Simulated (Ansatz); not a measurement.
```
CELL_PARAMETERS angstrom
4.99142 0.00000 0.00000
0.00000 4.99142 0.00000
0.00000 0.00000 4.99142
ATOMIC_POSITIONS crystal
Li 0.50000 0.00000 0.00000
Li 0.00000 0.50000 0.00000
Li 0.00000 0.00000 0.50000
Li 0.50000 0.50000 0.50000
Cl 0.00000 0.00000 0.00000
Cl 0.50000 0.50000 0.00000
Cl 0.50000 0.00000 0.50000
Cl 0.00000 0.50000 0.50000
```

Space group Fm-3m; a structure generated by program, which may or may not match a known phase; changed on purpose from its base cell (volume × 0.91); computed pressure about 4 GPa in this cell.

Theory: Ansatz, DFT PBE, scalar-relativistic, plane waves, PAW.

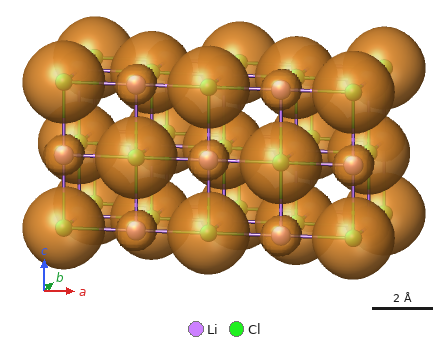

LiCl. Isosurface of the valence pseudo-density at 0.15 e/Å³ (orange), seen slightly off an axis. Sticks mark near contacts.

Core electrons are frozen (PAW), and the valence fields are smoothed inside the atomic spheres.

**How is the density connected at this value?**

At this value the density breaks into separate islands; it holds about 85 % of the electrons treated as valence (semicore included). It bridges none of the near contacts. It is pinched off along the shortest Li–Cl (2.50 Å) contacts. On the grid the lowest density along these lines, outside the cores, is 0.11 e/Å³ (Li–Cl, 2.50 Å).

**Metal or insulator at this level of theory?**

It is gapped, with a Kohn–Sham gap of 6.8 eV on the k-point mesh, an upper bound to the gap of this method.
